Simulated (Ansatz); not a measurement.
## Run report: FePt, geometry relaxation (part 2 of 2)

The same run, continued: FePt (P4/mmm, 2 atoms in the cell); DFT PBE, scalar-relativistic, plane waves, PAW, spin-polarised (Ansatz 0.2.0); cutoff 420 eV, 20×20×14 k-mesh, Gaussian smearing of 0.1 eV, collinear spins. The structure was made by a generator, so it may or may not be a known phase.

Geometry of the input (Å; fractional positions):
```
2.6168  0.0000  0.0000
0.0000  2.6168  0.0000
0.0000  0.0000  3.6038
Fe 0.5000  0.5000  0.5000
Pt 0.0000  0.0000  0.0000
```

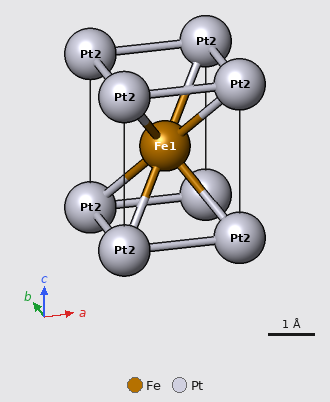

The geometry at step 1 of the log (ball-and-stick view of the cell of the calculation, seen at an oblique angle; atoms are numbered from 1 in the order of the input).

**The program's output, continued**
```
SCF iter   1: F=—  HF=-17003.633433 eV  |F-HF|=—  |Δ(HF+E_count)|=         —  Δρ=1.04e-4 (↑9.35e-5 ↓1.04e-4)  dr2=1.21e-6  dr2_m=1.50e-6  M=3.083 μB ∫|m|=3.219 μB  β_m=0.65  ethr=1.09e-8  ⟨swp⟩=3.1  Hψ=126982  notcnv=0
preconditioner: auto → none  [metal: Δε(μ)=0.002 eV  Ē_g=10.633 eV  σ=0.100 eV  W_gap=0.01  n_scr=2 (ndim 8)  ℏωp=31.7 eV  f_vac=0.000  D(μ)=1.22/eV (n_scr^D=14)]
SCF iter   2: F=—  HF=-17003.633434 eV  |F-HF|=—  |Δ(HF+E_count)|=   9.66e-7  Δρ=4.83e-5 (↑4.69e-5 ↓4.83e-5)  dr2=6.91e-7  dr2_m=2.39e-7  M=3.083 μB ∫|m|=3.219 μB  β_m=0.49  ethr=3.56e-9  ⟨swp⟩=2.0  Hψ=40554  notcnv=0
SCF iter   3: F=—  HF=-17003.633434 eV  |F-HF|=—  |Δ(HF+E_count)|=   9.68e-8  Δρ=3.13e-5 (↑3.13e-5 ↓2.97e-5)  dr2=2.01e-7  dr2_m=1.27e-7  M=3.083 μB ∫|m|=3.219 μB  β_m=0.48  ethr=2.03e-9  ⟨swp⟩=2.0  Hψ=40194  notcnv=0
SCF iter   4: F=—  HF=-17003.633434 eV  |F-HF|=—  |Δ(HF+E_count)|=   6.62e-8  Δρ=4.87e-6 (↑3.69e-6 ↓4.87e-6)  dr2=2.51e-9  dr2_m=2.16e-9  M=3.083 μB ∫|m|=3.219 μB  β_m=0.52  ethr=5.92e-10  ⟨swp⟩=2.0  Hψ=37968  notcnv=0
SCF iter   5: F=-17003.633434 eV  HF=-17003.633434 eV  |F-HF|=2.13e-8  |Δ(HF+E_count)|=   5.80e-9  Δρ=7.77e-6 (↑1.94e-6 ↓7.77e-6)  dr2=2.36e-8  dr2_m=2.79e-9  M=3.083 μB ∫|m|=3.219 μB  ethr=7.39e-12  ⟨swp⟩=4.1  Hψ=121683  notcnv=0
SCF 2 converged in 5 iterations: F = -17003.633434 eV  dr2 = 2.36e-8
relax step   2: F+E_penalty+E_count = -17003.63343378 eV  Δ(F+E_penalty+E_count) = -3.332e-5 eV  max|allowed force component| = 4.075e-28 eV/Å  Δτ_max = 0.0000 Å  P = +35.662 GPa  Ω = 24.678 Å³  energy of the carried Pulay correction = -1.371e-6 eV  fix = [volume]  reactions: volume +35.662 GPa  (5 SCF iters, dr2 threshold 1.77e-7 eV, accepted)
Initial wavefunctions: pseudopotential atomic-orbital guess (no wavefunctions were taken with the density)
iter 1 solved again at ethr=1.23e-8 eV; its pass at ethr=3.10e-3 eV (dr2=4.20e-6 eV) is discarded
SCF iter   1: F=—  HF=-17003.633434 eV  |F-HF|=—  |Δ(HF+E_count)|=         —  Δρ=3.17e-6 (↑2.06e-6 ↓3.17e-6)  dr2=9.57e-10  dr2_m=4.57e-10  M=3.083 μB ∫|m|=3.219 μB  β_m=0.65  ethr=1.23e-8  ⟨swp⟩=3.2  Hψ=166466  notcnv=0
preconditioner: auto → none  [metal: Δε(μ)=0.001 eV  Ē_g=10.633 eV  σ=0.100 eV  W_gap=0.00  n_scr=2 (ndim 8)  ℏωp=31.7 eV  f_vac=0.000  D(μ)=1.22/eV (n_scr^D=14)]
SCF iter   2: F=—  HF=-17003.633435 eV  |F-HF|=—  |Δ(HF+E_count)|=   1.63e-6  Δρ=2.55e-6 (↑2.55e-6 ↓1.37e-6)  dr2=7.54e-10  dr2_m=5.41e-10  M=3.083 μB ∫|m|=3.219 μB  β_m=0.58  ethr=2.82e-12  ⟨swp⟩=2.9  Hψ=47402  notcnv=0
SCF iter   3: F=—  HF=-17003.633435 eV  |F-HF|=—  |Δ(HF+E_count)|=  3.27e-11  Δρ=1.51e-6 (↑6.87e-7 ↓1.51e-6)  dr2=8.44e-10  dr2_m=6.13e-11  M=3.083 μB ∫|m|=3.219 μB  β_m=0.52  ethr=2.22e-12  ⟨swp⟩=2.0  Hψ=41240  notcnv=0
SCF iter   4: F=—  HF=-17003.633435 eV  |F-HF|=—  |Δ(HF+E_count)|=  4.73e-10  Δρ=6.33e-7 (↑2.72e-7 ↓6.33e-7)  dr2=7.48e-11  dr2_m=2.90e-11  M=3.083 μB ∫|m|=3.219 μB  β_m=0.76  ethr=2.22e-12  ⟨swp⟩=2.0  Hψ=37992  notcnv=0
SCF iter   5: F=—  HF=-17003.633435 eV  |F-HF|=—  |Δ(HF+E_count)|=  1.71e-10  Δρ=3.96e-7 (↑3.96e-7 ↓2.51e-7)  dr2=2.20e-11  dr2_m=1.87e-11  M=3.083 μB ∫|m|=3.219 μB  β_m=0.71  ethr=1.00e-12  ⟨swp⟩=2.1  Hψ=31577  notcnv=0
SCF iter   6: F=-17003.633435 eV  HF=-17003.633435 eV  |F-HF|=5.09e-11  |Δ(HF+E_count)|=  1.46e-11  Δρ=2.50e-7 (↑2.50e-7 ↓2.06e-7)  dr2=5.08e-11  dr2_m=3.51e-13  M=3.083 μB ∫|m|=3.219 μB  ethr=1.00e-12  ⟨swp⟩=4.0  Hψ=98172  notcnv=0
SCF 3 converged in 6 iterations: F = -17003.633435 eV  dr2 = 5.08e-11
relax step   3: F+E_penalty+E_count = -17003.63343521 eV  Δ(F+E_penalty+E_count) = -1.426e-6 eV  max|allowed force component| = 3.828e-28 eV/Å  Δτ_max = 0.0000 Å  P = +35.663 GPa  Ω = 24.678 Å³  fix = [volume]  reactions: volume +35.663 GPa  stress off target by 2.09e-2 GPa on what of the cell is left free  SCF on the basis re-selected at this cell (its energy is not comparable with the rows above)  (6 SCF iters)
basis re-selected at this cell: Δ(F+E_penalty+E_count) = -1.426e-6 eV, ΔP = +0.000 GPa vs the last step (what re-selecting the basis moved, of the pressure what is left beyond the Pulay correction that the steps carried, after the strain that the cell walked since its last selection, with what the two solves' SCF thresholds leave and, on support functions, any second-order correction that the steps lacked; it is no measure of the basis error at this ecutwfc). This SCF's stress stands 2.09e-2 GPa from its target on what of the cell is left free (relax.cell.stress_tol is 1.00e-1 GPa) and its largest allowed force component is 3.83e-28 eV/Å (relax.f_tol is 1.00e-2 eV/Å): within both
SCF converged after 6 iterations
Magnetization: 3.0835 μB (18.5417 up, 15.4583 down)
Absolute magnetization: 3.2201 μB (∫|ρ↑−ρ↓|, with the PAW one-centre terms)
Spin contamination: 0.0693 ħ² per cell (⟨S²⟩ above its minimum at these occupations)
Per-site moments (μB) at R_I (Å): [(2.7388447444606507, 1.065141531364665), (0.3884129541194215, 1.065141531364665)]
Free energy (F): -17003.633435 eV
Harris-Foulkes:  -17003.633435 eV  (|F-HF|=5.09e-11)
Internal energy: -17003.627358 eV  (E = F + TS)
E sigma→0 (E₀):  -17003.630396 eV
Entropy (-TS):   -0.006078 eV (-3.039 meV/atom)
Fermi energy:    23.567019 eV
--- Per-component energies (eV) ---
  E_band       = -274.293992
  E_kinetic    = 993.193931
  E_local      = -3365.418568  (includes V_loc(G=0)·N_el)
  E_nonlocal   = 420.623735
  E_hartree    = 1362.800996
  E_xc         = -382.218805
  E_vxc        = -458.101764  (∫ρ·V_xc dr)
  E_paw        = -10822.120171  (= ΣΔE_a)
  E_vpaw       = -590.194606  (= ΣTr[D̂ρ^β])
  E_aug_tail   = 0.001043  (compensation charges beyond the density's cutoff)
  E_ewald      = -5210.489518
  E_smearing   = -0.006078  (= −TS)
  E_closure    = 0.000000  (closes the sum)
  Σ components = -17003.633435   (vs F -17003.633435, Δ=0.00e0)
--- Forces (eV/Å), atoms counted from 1 ---
  atom   1  Fe    -0.00000000    -0.00000000     0.00000000
  atom   2  Pt     0.00000000     0.00000000     0.00000000
  max |Σ_I F_I| component: 5.60e-28 eV/Å
--- Stress (GPa, compression-positive) ---
       35.673364      -0.000000      -0.000000
       -0.000000      35.673364      -0.000000
       -0.000000      -0.000000      35.641951
  P = ⅓ Tr σ = 35.6629 GPa (356.629 kbar)
--- Band table (eV; the first three rows and the last of 1056) ---
  k-point 0 ↑: bands = ["-75.4526", "-65.1028", "-31.3541", "-31.0091", "-31.0091", "-29.6552", "-29.5199", "-29.5199", "13.0033", "16.2812", "16.3968", "19.8365", "19.8365", "20.5248", "21.5619", "21.7456", "23.2177", "23.4956", "23.4956", "25.8388", "34.6188", "36.0263", "36.0263"]
  k-point 1 ↑: bands = ["-75.4526", "-65.1028", "-31.3525", "-31.0087", "-31.0087", "-29.6579", "-29.5203", "-29.5203", "13.0719", "16.3179", "16.4165", "19.8669", "19.8669", "20.4906", "21.5768", "21.7076", "23.1998", "23.4205", "23.4205", "25.5116", "35.0026", "36.1786", "36.1786"]
  k-point 2 ↑: bands = ["-75.4525", "-65.1029", "-31.3478", "-31.0076", "-31.0076", "-29.6654", "-29.5214", "-29.5214", "13.2726", "16.4249", "16.4735", "19.9578", "19.9578", "20.3934", "21.5979", "21.6204", "23.1475", "23.2078", "23.2078", "24.6820", "35.9863", "36.6196", "36.6196"]
  k-point 527 ↓: bands = ["-75.1511", "-61.9028", "-29.6482", "-29.6482", "-29.2982", "-28.1051", "-28.0980", "-28.0980", "16.6166", "18.1814", "18.1814", "21.1168", "21.8635", "21.8635", "21.8841", "24.2738", "24.8303", "25.5353", "31.8877", "31.8877", "33.2532", "33.4017", "33.4017"]
--- Relaxed structure (2 steps of the walk, 2 accepted, 1 SCFs on fresh bases) ---
  F+E_penalty+E_count = -17003.63343521 eV   max|allowed force component| = 3.828e-28 eV/Å   (the final SCF, on the basis selected at the relaxed cell)
  cell:  # Å, volume = 24.6782 Å³
    - [2.6182046827100764, 0.0, 0.0]
    - [0.0, 2.6182046827100764, 0.0]
    - [0.0, 0.0, 3.6000327986133205]
  atoms:
    - { symbol: Fe, position: [0.5, 0.5, 0.5000000000000001] }
    - { symbol: Pt, position: [0.0, -1.4374550153970433e-37, 0.0] }
--- Löwdin populations: 2 sites ---
  site symbol       q [e]    m [muB]
     0     Fe     15.6619     2.7330
     1     Pt     17.9555     0.4276
  spilling = 0.011254 (of n_electrons = 34.000000)
```

**Trajectory as extended XYZ (Å, eV, eV/Å), 3 frames, from step=1 to step=3**
```
2
Lattice="2.6168 0.0000 0.0000 0.0000 2.6168 0.0000 0.0000 0.0000 3.6038" Properties=species:S:1:pos:R:3:forces:R:3 step=1 energy=-17003.63340 pressure_GPa=35.67
Fe    1.3084    1.3084    1.8019    0.0000   0.0000   0.0000
Pt    0.0000    0.0000    0.0000    0.0000   0.0000   0.0000
2
Lattice="2.6182 0.0000 0.0000 0.0000 2.6182 0.0000 0.0000 0.0000 3.6000" Properties=species:S:1:pos:R:3:forces:R:3 step=2 energy=-17003.63343 pressure_GPa=35.66
Fe    1.3091    1.3091    1.8000    0.0000   0.0000   0.0000
Pt    0.0000    0.0000    0.0000    0.0000   0.0000   0.0000
2
Lattice="2.6182 0.0000 0.0000 0.0000 2.6182 0.0000 0.0000 0.0000 3.6000" Properties=species:S:1:pos:R:3:forces:R:3 step=3 energy=-17003.63343 pressure_GPa=35.66
Fe    1.3091    1.3091    1.8000    0.0000   0.0000   0.0000
Pt    0.0000    0.0000    0.0000    0.0000   0.0000   0.0000
```

**Results in brief**

| quantity | value |
| --- | --- |
| outcome | converged |
| space group (tolerance 0.01 Å) | P4/mmm (123) |
| electrons treated | 34 |
| free energy | −17003.6334 eV |
| Fermi energy | 23.567 eV |
| gap on the k-point mesh | none (metallic) |
| net moment of the cell | 3.08 μB |
| integrated absolute moment | 3.22 μB |
| pressure | 35.66 GPa |
| final volume | 24.68 Å³ |
| largest force (length of the vector) at the end | under 0.001 eV/Å |
| final cell | a = 2.618 Å, b = 2.618 Å, c = 3.600 Å, α = 90.00°, β = 90.00°, γ = 90.00° |
| hardware | 4 threads of Intel Xeon @ 2.50GHz (Skylake/Cascade Lake), 189 GiB of memory available, shared host |
| wall time | 80 s (CPU time 4.6 min) |
| peak memory | 0.8 GiB |

**Notes**

Spin–orbit coupling is left out, which matters for Pt. The cell is under a pressure of 36 GPa at this level, so it is not at its equilibrium volume.
